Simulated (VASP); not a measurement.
# From one sheet to two: 2H-MoS2 monolayer, part 2 of 9

Aim: relax 2H-MoS2 monolayer, place its levels against the vacuum, then find how two sheets stack and bind.

VASP 6.6.1, plane waves and PAW; the level of theory is named at each step.

So far: Starting point; Relaxing the monolayer.

## (2) Relaxing the monolayer (continued)

Level of this step: r2SCAN with rVV10, no spin polarisation; plane waves and PAW (Mo, S) (VASP).

OUTCAR, selected parts (step 2):

```text
ion  position               nearest neighbor table
   1  0.333  0.667  0.500-   2 2.41   3 2.41   2 2.41   3 2.41   2 2.41   3 2.41
   2  0.667  0.333  0.429-   1 2.41   1 2.41   1 2.41
   3  0.667  0.333  0.571-   1 2.41   1 2.41   1 2.41

  LATTYP: Found a hexagonal cell.
 ALAT       =     3.1800000000
 C/A-ratio  =     6.9182389937

 Subroutine GETGRP returns: Found 12 space group operations
 (whereof 12 operations were pure point group operations)

The static configuration has the point symmetry D_3h.

 Found     19 irreducible k-points:

   k-points           NKPTS =     19   k-points in BZ     NKDIM =     19   number of bands    NBANDS=     15

   dimension x,y,z NGX =    16 NGY =   16 NGZ =  108
   dimension x,y,z NGXF=    32 NGYF=   32 NGZF=  216

   ENCUT  =  350.0 eV  25.72 Ry    5.07 a.u.   4.85  4.85 33.56*2*pi/ulx,y,z

   NELECT =      18.0000    total number of electrons

 k-points in reciprocal lattice and weights: Automatic mesh
   0.00000000  0.00000000  0.00000000       0.007
   0.08333333  0.00000000  0.00000000       0.042
   0.16666667 -0.00000000  0.00000000       0.042
   0.25000000 -0.00000000  0.00000000       0.042
   0.33333333  0.00000000  0.00000000       0.042
   0.41666667 -0.00000000  0.00000000       0.042
   0.50000000 -0.00000000  0.00000000       0.021
   0.08333333  0.08333333  0.00000000       0.042
   0.16666667  0.08333333  0.00000000       0.083
[...]
0.33333333  0.25000000  0.00000000       0.083
   0.33333333  0.33333333  0.00000000       0.014

 dipolmoment           0.000000      0.000000      0.000000 electrons x Angstroem

 average (electrostatic) potential at core
       1 -50.8646       2 -97.2177       3 -97.2177

 E-fermi :  -2.9214

 k-point     1 :       0.0000    0.0000    0.0000
  band No.  band energies     occupation
    ...
      5      -5.8185      2.00000
      6      -4.9244      2.00000
      7      -4.6414      2.00000
      8      -4.6414      2.00000
      9      -3.0576      2.00000
     10      -0.0573      0.00000
     11      -0.0573      0.00000
     12       0.1720      0.00000
     13       0.1720      0.00000
     14       2.9414      0.00000
    ...

 k-point     2 :       0.0833    0.0000    0.0000
  band No.  band energies     occupation
    ...
      5      -5.7055      2.00000
      6      -5.4389      2.00000
      7      -4.8126      2.00000
      8      -4.2933      2.00000
      9      -3.1124      2.00000
     10      -0.1823      0.00000
     11      -0.1062      0.00000
     12       0.0502      0.00000
     13       0.1262      0.00000
     14       3.1042      0.00000
    ...

 k-point     3 :       0.1667   -0.0000    0.0000
  band No.  band energies     occupation
    ...
      5      -6.1161      2.00000
      6      -5.3904      2.00000
      7      -5.2178      2.00000
      8      -4.1961      2.00000
      9      -3.3549      2.00000
     10      -0.5560      0.00000
     11      -0.2346      0.00000
     12      -0.2216      0.00000
     13       0.5463      0.00000
     14       3.5211      0.00000
    ...

  Total       -0.0132190     -0.0132190     -0.0251353      0.0000000     -0.0000000      0.0000000
  in kB       -0.1103559     -0.1103559     -0.2098362      0.0000000     -0.0000000      0.0000000
  external PRESSURE =      -0.1435160 kB  Pullay stress =       0.0000000 kB

  energy-cutoff  :      350.00
  volume of cell :      191.92
      direct lattice vectors                 reciprocal lattice vectors
     3.173806931 -0.000000000  0.000000000     0.315079027  0.181910961  0.000000000
    -1.586903465  2.748597429  0.000000000     0.000000000  0.363821922  0.000000000
     0.000000000  0.000000000 22.000000000     0.000000000  0.000000000  0.045454545

 POSITION                                       TOTAL-FORCE (eV/Angst)
 -----------------------------------------------------------------------------------
     -0.00000      1.83240     11.00000        -0.000000      0.000000      0.000000
      1.58690      0.91620      9.44135         0.000000     -0.000000     -0.006357
      1.58690      0.91620     12.55865         0.000000      0.000000      0.006357
 -----------------------------------------------------------------------------------
    total drift:                                0.000002     -0.000001      0.000000

  FREE ENERGIE OF THE ION-ELECTRON SYSTEM (eV)
  ---------------------------------------------------
  free  energy   TOTEN  =       -44.3951929760 eV

  energy  without entropy=      -44.3951929760  energy(sigma->0) =      -44.39519298

 reached required accuracy - stopping structural energy minimisation

 vacuum level on the upper side and lower side of the slab         3.093         3.093

 total charge
# of ion       s       p       d       tot
------------------------------------------
    1        0.417   0.610   4.414   5.441
    2        1.355   2.358   0.000   3.712
    3        1.355   2.358   0.000   3.712
--------------------------------------------------
tot          3.126   5.326   4.414  12.865

[... 3 further parts left out ...]
```

CONTCAR:

```
MoS2
   1.00000000000000
     3.1738069309699197   -0.0000000000000000    0.0000000000000000
    -1.5869034654849599    2.7485974288927628    0.0000000000000000
     0.0000000000000000    0.0000000000000000   22.0000000000000000
  Mo              S
     1     2
Direct
     0.3333333332999970    0.6666666667000030    0.5000000000000000
     0.6666666667000030    0.3333333332999970    0.4291524294312893
     0.6666666667000030    0.3333333332999970    0.5708475705687106
```

This run has no spin polarisation, although Mo can carry a moment. The gap is read on the k-mesh alone, so it is an upper bound where the band edges lie off the mesh. The PAW data sets were made with PBE, which is usual practice but a small mismatch for other functionals. The data set Mo keeps the semicore shell frozen, which is cheaper and a little less accurate. The run keeps the 12 symmetry operations of its start, so it cannot find a distortion of lower symmetry.

Relaxation path:

```tsv
step	energy less that of the first step (eV)	largest force (eV/Å)	pressure (GPa)	volume (Å³)
1	0.0000	0.1632	-0.37	192.67
2	-0.0008	0.0705	0.25	190.76
3	-0.0017	0.0289	-0.01	191.56
4	-0.0017	0.0321	-0.02	191.59
5	-0.0018	0.0150	0.00	191.73
6	-0.0018	0.0064	-0.01	191.92
```

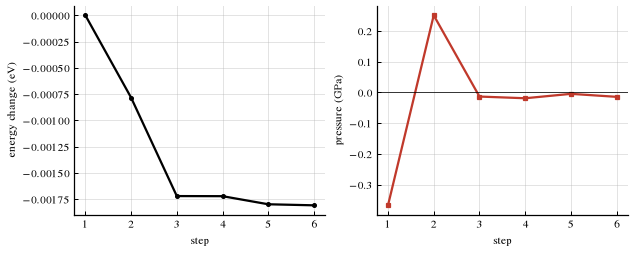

Energy and pressure along the relaxation.

```tsv
cell as run	before	after	change
a (Å)	3.180	3.174	-0.2 %
b (Å)	3.180	3.174	-0.2 %
```

Final coordinates:

```cif
data_structure
_symmetry_space_group_name_H-M 'P 1'
_symmetry_Int_Tables_number 1
_cell_length_a 3.1738
_cell_length_b 3.1738
_cell_length_c 22.0000
_cell_angle_alpha 90.000
_cell_angle_beta 90.000
_cell_angle_gamma 120.000
_cell_volume 191.92
loop_
_atom_site_label
_atom_site_type_symbol
_atom_site_fract_x
_atom_site_fract_y
_atom_site_fract_z
_atom_site_occupancy
Mo1 Mo 0.33333 0.66667 0.50000 1
S2 S 0.66667 0.33333 0.42915 1
S3 S 0.66667 0.33333 0.57085 1
```

This step gave:

```
electronic cycles              : 53
electrons                      : 18
free energy (TOTEN)            : -44.40 eV
Fermi energy                   : -2.921 eV
metallic                       : no
dipole moment                  : 0, 0, 0 e·Å
gap on the k-mesh              : 1.801 eV
least direct gap on the k-mesh : 1.806 eV
```

The run ended after 6 ionic steps, 0.002 eV below its first step, once forces and stress met EDIFFG = -0.015.

## (3) A second relaxation

The plane waves were chosen for the start cell, so the relaxation is repeated from its end.

File INCAR:

```
SYSTEM = MoS2
PREC = Normal
ENCUT = 350
EDIFF = 1E-06
NELM = 120
ISMEAR = 0
SIGMA = 0.03
LREAL = .FALSE.
ALGO = Normal
METAGGA = R2SCAN
LUSE_VDW = .TRUE.
IVDW_NL = 2
BPARAM = 11.95
CPARAM = 0.0093
LASPH = .TRUE.
NBANDS = 15
LORBIT = 11
LWAVE = .FALSE.
LCHARG = .FALSE.
KPAR = 4
IBRION = 2
NSW = 30
ISIF = 3
EDIFFG = -0.015
POTIM = 0.4
IDIPOL = 3
LDIPOL = .TRUE.
DIPOL = 0.5 0.5 0.5
LATTICE_CONSTRAINTS = .TRUE. .TRUE. .FALSE.
```

File POSCAR:

```
MoS2
1.0
    3.1738069310      0.0000000000      0.0000000000
   -1.5869034655      2.7485974289      0.0000000000
    0.0000000000      0.0000000000     22.0000000000
Mo S
1 2
Direct
    0.3333333333      0.6666666667      0.5000000000
    0.6666666667      0.3333333333      0.4291524294
    0.6666666667      0.3333333333      0.5708475706
```

File KPOINTS:

```
Automatic mesh
0
Gamma
12 12 1
0 0 0
```

Potentials, in the order of the species: Mo and S (PBE family, release 64).

On the command line:

```bash
mpirun -np 4 vasp_std
```

What it wrote:

```text
[banner, memory and clock lines left out]
running    4 mpi-ranks, on    1 nodes
 distrk:  each k-point on    1 cores,    4 groups
 distr:  one band on    1 cores,    1 groups

 POSCAR found type information on POSCAR MoS
 POSCAR found :  2 types and       3 ions
 [... a notice as in an earlier step ...]

 [... a notice as in an earlier step ...]

 LDA part: xc-table for (None), standard interpolation
 POSCAR, INCAR and KPOINTS ok, starting setup
 FFT: planning ... GRIDC
 FFT: planning ... GRID_SOFT
 FFT: planning ... GRID
 WAVECAR not read
 entering main loop
       N       E                     dE             d eps       ncg     rms          rms(c)
Total rVV10 correction in eV:      0.5468346    24.2361291
Total rVV10 correction in eV:      0.5468346    24.2361291
Total rVV10 correction in eV:      0.5468346    24.2361291
Total rVV10 correction in eV:      0.5468346    24.2361291
DAV:   1     0.852805195794E+02    0.85281E+02   -0.52039E+03   578   0.649E+02
DAV:   2    -0.372311265413E+02   -0.12251E+03   -0.11552E+03   883   0.164E+02
DAV:   3    -0.486744897524E+02   -0.11443E+02   -0.11300E+02   787   0.606E+01
DAV:   4    -0.488784579505E+02   -0.20397E+00   -0.20367E+00   689   0.979E+00
DAV:   5    -0.488842622268E+02   -0.58043E-02   -0.58037E-02   804   0.157E+00    0.262E+01
Total rVV10 correction in eV:      0.5470434    24.2372328
Total rVV10 correction in eV:      0.5470434    24.2372328
Total rVV10 correction in eV:      0.5470434    24.2372328
Total rVV10 correction in eV:      0.5470434    24.2372328
DAV:   6    -0.447837835829E+02    0.41005E+01   -0.67239E+00   710   0.199E+01    0.105E+01
Total rVV10 correction in eV:      0.5415638    24.2385856
Total rVV10 correction in eV:      0.5415638    24.2385856
Total rVV10 correction in eV:      0.5415638    24.2385856
Total rVV10 correction in eV:      0.5415638    24.2385856
DAV:   7    -0.445647756047E+02    0.21901E+00   -0.25636E+00   724   0.156E+01    0.786E+00
Total rVV10 correction in eV:      0.5431318    24.2381093
Total rVV10 correction in eV:      0.5431318    24.2381093
Total rVV10 correction in eV:      0.5431318    24.2381093
Total rVV10 correction in eV:      0.5431318    24.2381093
DAV:   8    -0.443818791652E+02    0.18290E+00   -0.34351E-01   710   0.550E+00    0.103E+00
Total rVV10 correction in eV:      0.5445917    24.2381618
Total rVV10 correction in eV:      0.5445917    24.2381618
Total rVV10 correction in eV:      0.5445917    24.2381618
Total rVV10 correction in eV:      0.5445917    24.2381618
DAV:   9    -0.443928170019E+02   -0.10938E-01   -0.44422E-02   759   0.157E+00    0.336E-01
Total rVV10 correction in eV:      0.5459411    24.2381153
Total rVV10 correction in eV:      0.5459411    24.2381153
Total rVV10 correction in eV:      0.5459411    24.2381153
Total rVV10 correction in eV:      0.5459411    24.2381153
DAV:  10    -0.443922829691E+02    0.53403E-03   -0.28287E-03   703   0.428E-01    0.929E-02
Total rVV10 correction in eV:      0.5467957    24.2379760
Total rVV10 correction in eV:      0.5467957    24.2379760
Total rVV10 correction in eV:      0.5467957    24.2379760
Total rVV10 correction in eV:      0.5467957    24.2379760
DAV:  11    -0.443928074124E+02   -0.52444E-03   -0.66470E-04   703   0.190E-01    0.573E-02
Total rVV10 correction in eV:      0.5473984    24.2378124
Total rVV10 correction in eV:      0.5473984    24.2378124
Total rVV10 correction in eV:      0.5473984    24.2378124
Total rVV10 correction in eV:      0.5473984    24.2378124
DAV:  12    -0.443932406865E+02   -0.43327E-03   -0.18138E-04   703   0.861E-02    0.553E-02
Total rVV10 correction in eV:      0.5487278    24.2373240
Total rVV10 correction in eV:      0.5487278    24.2373240
Total rVV10 correction in eV:      0.5487278    24.2373240
Total rVV10 correction in eV:      0.5487278    24.2373240
DAV:  13    -0.443940498959E+02   -0.80921E-03   -0.74014E-04   640   0.158E-01    0.269E-02
Total rVV10 correction in eV:      0.5489437    24.2371607
Total rVV10 correction in eV:      0.5489437    24.2371607
Total rVV10 correction in eV:      0.5489437    24.2371607
Total rVV10 correction in eV:      0.5489437    24.2371607
DAV:  14    -0.443941717054E+02   -0.12181E-03   -0.23535E-05   675   0.357E-02    0.227E-02
Total rVV10 correction in eV:      0.5493777    24.2367356
Total rVV10 correction in eV:      0.5493777    24.2367356
Total rVV10 correction in eV:      0.5493777    24.2367356
Total rVV10 correction in eV:      0.5493777    24.2367356
DAV:  15    -0.443945125367E+02   -0.34083E-03   -0.63941E-05   633   0.511E-02    0.223E-02
Total rVV10 correction in eV:      0.5496774    24.2364813
Total rVV10 correction in eV:      0.5496774    24.2364813
Total rVV10 correction in eV:      0.5496774    24.2364813
Total rVV10 correction in eV:      0.5496774    24.2364813
DAV:  16    -0.443947464309E+02   -0.23389E-03   -0.48285E-05   682   0.425E-02    0.102E-02
Total rVV10 correction in eV:      0.5497607    24.2362889
Total rVV10 correction in eV:      0.5497607    24.2362889
Total rVV10 correction in eV:      0.5497607    24.2362889
Total rVV10 correction in eV:      0.5497607    24.2362889
DAV:  17    -0.443949030923E+02   -0.15666E-03   -0.37426E-05   689   0.330E-02    0.791E-03
Total rVV10 correction in eV:      0.5497648    24.2361823
Total rVV10 correction in eV:      0.5497648    24.2361823
Total rVV10 correction in eV:      0.5497648    24.2361823
Total rVV10 correction in eV:      0.5497648    24.2361823
DAV:  18    -0.443949797535E+02   -0.76661E-04   -0.13967E-05   717   0.183E-02    0.587E-03
Total rVV10 correction in eV:      0.5497531    24.2361384
Total rVV10 correction in eV:      0.5497531    24.2361384
Total rVV10 correction in eV:      0.5497531    24.2361384
Total rVV10 correction in eV:      0.5497531    24.2361384
DAV:  19    -0.443950014619E+02   -0.21708E-04   -0.22864E-06   701   0.894E-03    0.202E-03
Total rVV10 correction in eV:      0.5497478    24.2361206
Total rVV10 correction in eV:      0.5497478    24.2361206
Total rVV10 correction in eV:      0.5497478    24.2361206
Total rVV10 correction in eV:      0.5497478    24.2361206
DAV:  20    -0.443950081912E+02   -0.67293E-05   -0.95099E-07   599   0.849E-03    0.200E-03
Total rVV10 correction in eV:      0.5497480    24.2361185
Total rVV10 correction in eV:      0.5497480    24.2361185
Total rVV10 correction in eV:      0.5497480    24.2361185
Total rVV10 correction in eV:      0.5497480    24.2361185
DAV:  21    -0.443950092966E+02   -0.11054E-05   -0.12003E-07   579   0.324E-03    0.595E-04
Total rVV10 correction in eV:      0.5497470    24.2361188
Total rVV10 correction in eV:      0.5497470    24.2361188
Total rVV10 correction in eV:      0.5497470    24.2361188
Total rVV10 correction in eV:      0.5497470    24.2361188
DAV:  22    -0.443950096468E+02   -0.35018E-06   -0.13327E-07   495   0.355E-03
Total rVV10 correction in eV:      0.5497458    24.2361210
Total rVV10 correction in eV:      0.5497458    24.2361210
Total rVV10 correction in eV:      0.5497458    24.2361210
Total rVV10 correction in eV:      0.5497458    24.2361210
Total rVV10 correction in eV:      0.5497466    24.2361196
Total rVV10 correction in eV:      0.5497466    24.2361196
Total rVV10 correction in eV:      0.5497466    24.2361196
Total rVV10 correction in eV:      0.5497466    24.2361196
   1 F= -.44395010E+02 E0= -.44395010E+02  d E =-.443950E+02
 curvature:   0.00 expect dE= 0.000E+00 dE for cont linesearch  0.000E+00
 trial: gam= 0.00000 g(F)=  0.254E-05 g(S)=  0.501E-05 ort = 0.000E+00 (trialstep = 0.100E+01)
 search vector abs. value=  0.755E-05
 reached required accuracy - stopping structural energy minimisation
```

The job ended after 81 s (4 MPI ranks of AMD EPYC 7R43, shared host; peak memory 1 GiB).

From OUTCAR (step 3):

```text
  LATTYP: Found a hexagonal cell.
 ALAT       =     3.1738069310
 C/A-ratio  =     6.9317385960

The static configuration has the point symmetry D_3h.

 Found     19 irreducible k-points:

   ENCUT  =  350.0 eV  25.72 Ry    5.07 a.u.   4.84  4.84 33.56*2*pi/ulx,y,z

   NELECT =      18.0000    total number of electrons

 E-fermi :  -2.9215

 k-point     1 :       0.0000    0.0000    0.0000
  band No.  band energies     occupation
    ...
      5      -5.8196      2.00000
      6      -4.9254      2.00000
      7      -4.6424      2.00000
      8      -4.6424      2.00000
      9      -3.0587      2.00000
     10      -0.0584      0.00000
     11      -0.0584      0.00000
     12       0.1710      0.00000
     13       0.1710      0.00000
     14       2.9320      0.00000
    ...

 k-point     2 :       0.0833   -0.0000    0.0000
  band No.  band energies     occupation
    ...
      5      -5.7065      2.00000
      6      -5.4399      2.00000
      7      -4.8136      2.00000
      8      -4.2944      2.00000
      9      -3.1135      2.00000
     10      -0.1833      0.00000
     11      -0.1073      0.00000
     12       0.0492      0.00000
     13       0.1252      0.00000
     14       3.0947      0.00000
    ...

  Total       -0.0139487     -0.0139487     -0.0238635      0.0000000     -0.0000000     -0.0000000
  in kB       -0.1164471     -0.1164471     -0.1992189      0.0000000     -0.0000000     -0.0000000
  external PRESSURE =      -0.1440377 kB  Pullay stress =       0.0000000 kB

  energy-cutoff  :      350.00
  volume of cell :      191.92
      direct lattice vectors                 reciprocal lattice vectors
     3.173806931  0.000000000  0.000000000     0.315079027  0.181910961  0.000000000
    -1.586903466  2.748597429  0.000000000     0.000000000  0.363821922  0.000000000
     0.000000000  0.000000000 22.000000000     0.000000000  0.000000000  0.045454545

 POSITION                                       TOTAL-FORCE (eV/Angst)
 -----------------------------------------------------------------------------------
     -0.00000      1.83240     11.00000         0.000000     -0.000000      0.000000
      1.58690      0.91620      9.44135        -0.000000      0.000000     -0.005740
      1.58690      0.91620     12.55865        -0.000000      0.000000      0.005740
 -----------------------------------------------------------------------------------
    total drift:                                0.000004     -0.000002      0.000000

  FREE ENERGIE OF THE ION-ELECTRON SYSTEM (eV)
  ---------------------------------------------------
  free  energy   TOTEN  =       -44.3950096468 eV

  energy  without entropy=      -44.3950096468  energy(sigma->0) =      -44.39500965

 vacuum level on the upper side and lower side of the slab         3.108         3.108

[... 7 parts as in an earlier step ...]

[... 6 further parts left out ...]
```

CONTCAR:

```
MoS2
   1.00000000000000
     3.1738069310000001    0.0000000000000000    0.0000000000000000
    -1.5869034655000001    2.7485974289000001    0.0000000000000000
     0.0000000000000000    0.0000000000000000   22.0000000000000000
  Mo              S
     1     2
Direct
     0.3333333332999970    0.6666666667000030    0.5000000000000000
     0.6666666667000030    0.3333333332999970    0.4291524293999984
     0.6666666667000030    0.3333333332999970    0.5708475706000016
```

Little changed from the start: no atom moved by 0.005 Å and no cell edge by 0.1 %.

Numbers from this step:

```
electronic cycles : 22
```

The start already met the threshold, so nothing moved.

(Part 2 of 9 ends here.)

[Lines on the potential files, build, host, timing and source positions are cut from VASP's logs without a mark.]

[Logs are printed without paths, hosts, clocks, repeated set-up lines and the standing remarks that a program may print on its own settings, such as how far it seeks lower states.]

[Hosts, paths, dates, database ids (printed as entryN), source tags and the programs' standing remarks are cut or masked in the printed files.]

[Runs that stopped without an error message from VASP are left out.]
